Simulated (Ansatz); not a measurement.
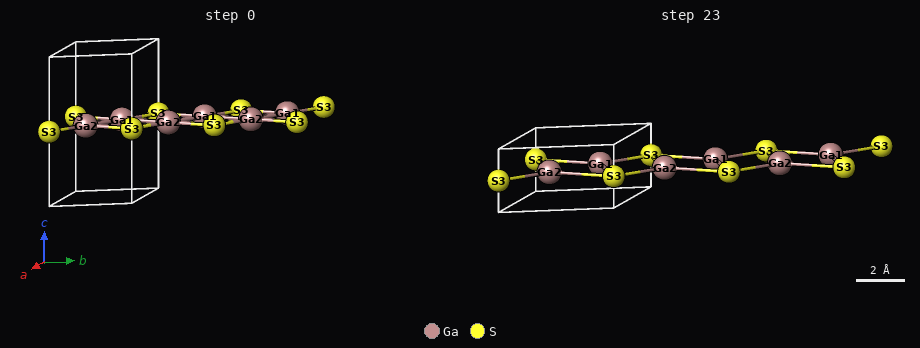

The structure of a crystal of Ga2S (a generated structure, set up in P6/mmm) (coarse preliminary run) before (left) and after (right) a relaxation, at one scale.

Style: ball-and-stick. Shown: the cell of the calculation, repeated 1 × 3 × 1 with one cell outlined, slightly off an axis.

Method: DFT PBE, scalar-relativistic, plane waves, PAW (Ansatz).

Input file:
```yaml
crystal:
  lattice:
    - [3.51735688, 0.0, 0.0]
    - [-1.75867844, 3.04612042, 0.0]
    - [0.0, 0.0, 6.34521217]
  atoms:
    - { symbol: Ga, position: [0.33333333, 0.66666667, 0.5] }
    - { symbol: Ga, position: [0.66666667, 0.33333333, 0.5] }
    - { symbol: S, position: [0.0, 0.0, 0.5] }
basis:
  ecutwfc: 420
kpoints:
  mp_grid: { grid: [6, 6, 4] }
hamiltonian:
  xc: pbe
scf:
  occupations: { method: gaussian, width: 0.1 }
  lower_state_search: "off"
output:
  forces: true
  stress: true
  eigenvalues: true
relax:
  adjacent_minimum: "off"
  f_tol: 0.04
  max_steps: 70
  cell: { stress_tol: 0.4 }
```

Launched with:
```bash
ansatz run input.yaml --threads 1 --pin off --max-ram 2048MiB --backend cpu --events-out ev --progress --plain --runs-dir out
```

Question: Describe what moved and what it gained.

Answer: No atom moves by more than 0.005 Å relative to the cell. The volume changes by −17.4 %, with a = b 3.517 → 4.904 Å (+39.4 %), c 6.345 → 2.696 Å (−57.5 %). Some distances before and after: S3–S3 6.345 → 2.696 Å, Ga1–Ga2 2.031 → 2.831 Å, Ga1–S3 2.031 → 2.831 Å. Bonds break: Ga1–Ga2 (2.03 → 2.83 Å). The space group stays P6/mmm (No. 191). Over 20 accepted moves (23 points after the start) the energy falls by 4657 meV per atom. All forces vanish by symmetry, so only the cell relaxes. Pressure: 93.92 GPa at the start and −0.12 GPa at the end. The line search rejected the trial step at point 20 of the run. The SCF was repeated twice at an unchanged geometry on a basis and grid sized afresh for the cell, which shifted the energy by 143 meV per atom at most.
